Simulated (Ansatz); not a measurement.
System TiAl (space group P-6m2, No. 187); source of the atomic positions: the input geometry of an electronic-structure calculation (not necessarily at equilibrium).

```
Ti Al
1.0
     2.86726    0.00000    0.00000
    -1.43363    2.48312    0.00000
     0.00000    0.00000    4.67808
Ti Al
1 1
Direct
  0.00000 0.00000 0.00000
  0.33333 0.66667 0.50000
```

Describe the stacking along c, with columns A (0, 0), B (1/3, 2/3), C (2/3, 1/3) of the hexagonal mesh.

Ti(A) – Al(B) (two layers in 4.68 Å).

As equal spheres, AB: hexagonal close packing.

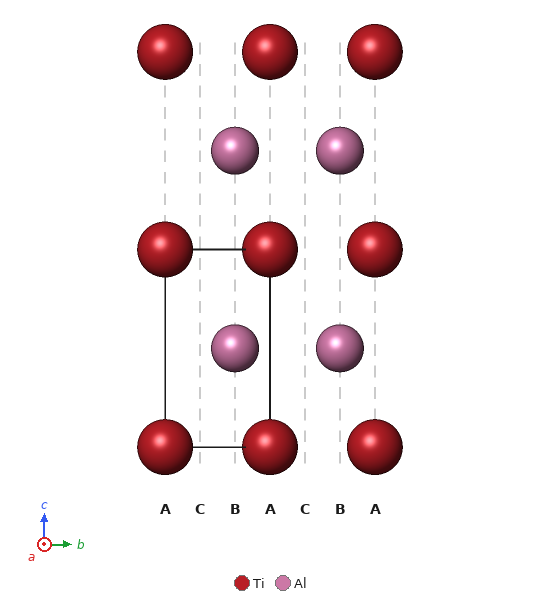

The picture looks along a close-packed row of the hexagonal mesh; c points upwards. The dashed lines mark the three columns A (0, 0), B (1/3, 2/3) and C (2/3, 1/3). The sequence starts with the first layer at or above the cell's origin.
